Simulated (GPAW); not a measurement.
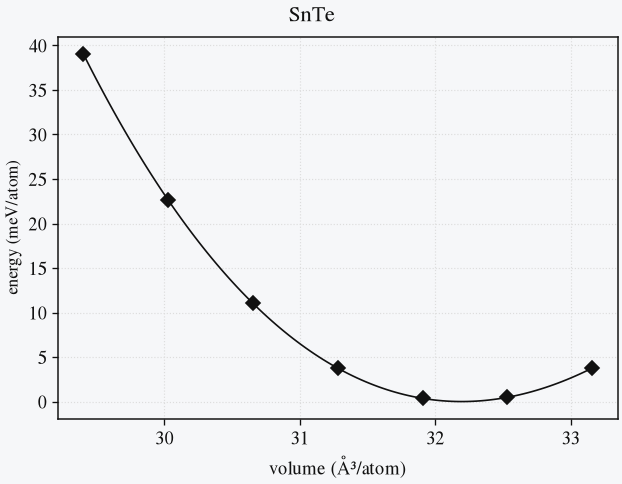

Plotted: energy against volume for SnTe, space group Fm-3m (No. 225).

Starting cell:
```
Te Sn
1.0
     0.00000    3.15085    3.15085
     3.15085    0.00000    3.15085
     3.15085    3.15085    0.00000
Te Sn
1 1
Direct
  0.50000 0.50000 0.50000
  0.00000 0.00000 0.00000
```

How it was computed, with GPAW 26.7.0: PAW DFT in plane waves, on a grid or in atomic orbitals, no spin polarisation; energies at scaled volumes of the given cell, shape and fractions fixed, counted from the fit's minimum, third-order Birch-Murnaghan fit. Level: r2SCAN.

```csv
setting,value
k mesh,7×7×7
occupations,Fermi–Dirac
smearing width,0.05 eV
potentials,GPAW PAW data sets (gpaw data 1.2.1)
wave cutoff,600 eV
program settings,basis pw
```

This calculation gives: equilibrium volume 32.20 Å³/atom and bulk modulus 44.0 GPa.

Now Te is replaced by Se on all its sites, which gives SnSe in the same structure. The second calculation uses k mesh 8×8×8. Predict the effect.

The equilibrium volume falls from 32.20 to 27.18 Å³/atom (−16 %) and the bulk modulus rises from 44.0 to 53.4 GPa (+21 %).

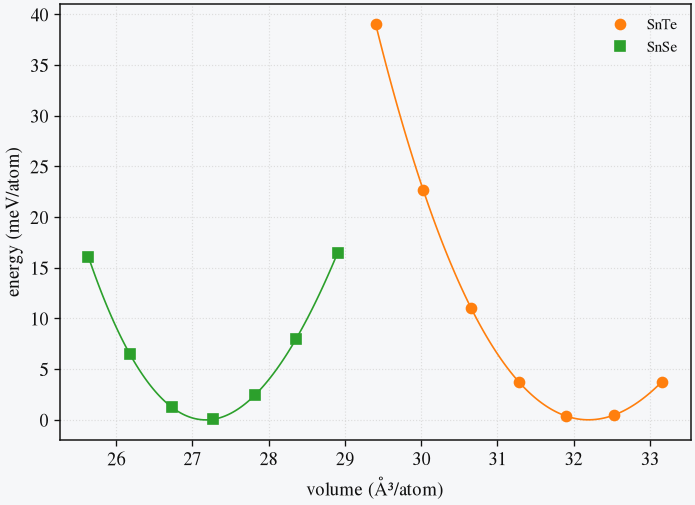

The two results together.

V0 and the bulk modulus come from third-order Birch–Murnaghan fits.
